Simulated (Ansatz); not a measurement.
Structure of Ru:

Space group Pm-3n (No. 223). a = 4.812 Å, b = 4.812 Å, c = 4.812 Å, α = 90.00°, β = 90.00°, γ = 90.00°
```tsv
atom	site	symmetry	x	y	z
Ru	2a	m-3.	0.0000	0.0000	0.0000
Ru	6c	-4m.2	0.2500	0.0000	0.5000
```

It is based on the input geometry of an electronic-structure calculation (not necessarily at equilibrium); the starting structure was generated, so it need not be a known form of this composition.

**Predict radii and indices of the first 4 visible rings (3 % of the strongest or more) for λ = 0.5594 Å and a flat detector at 210 mm.**

```
ring   radius  2θ (°)  d (Å)  hkl
   1  49.8 mm   13.35   2.41  200
   2  56.0 mm   14.94   2.15  210
   3  61.7 mm   16.37  1.965  211
   4  90.1 mm   23.23  1.389  222
```

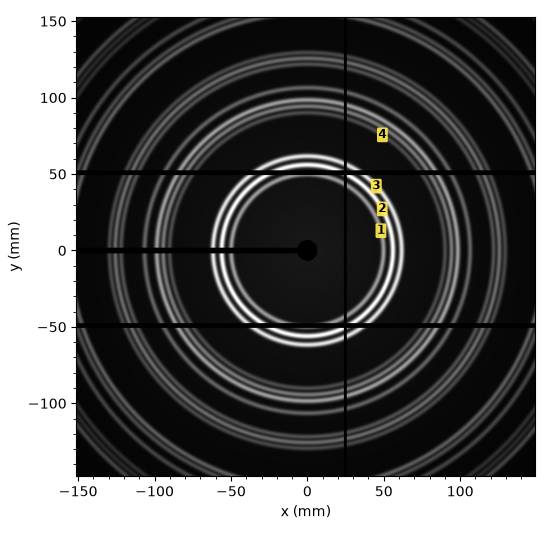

Simulated X-ray powder rings on a flat area detector normal to the beam: λ = 0.5594 Å, sample-to-detector distance 210 mm, axes in mm from the beam centre, for a fine-grained powder without texture. Kinematic intensities with B = 0.5 Å² for all atoms, without absorption; brightness goes as intensity to the power 0.5, clipped at the top. Reflections closer than the ring width show as one ring. The numbers mark the rings of the table.
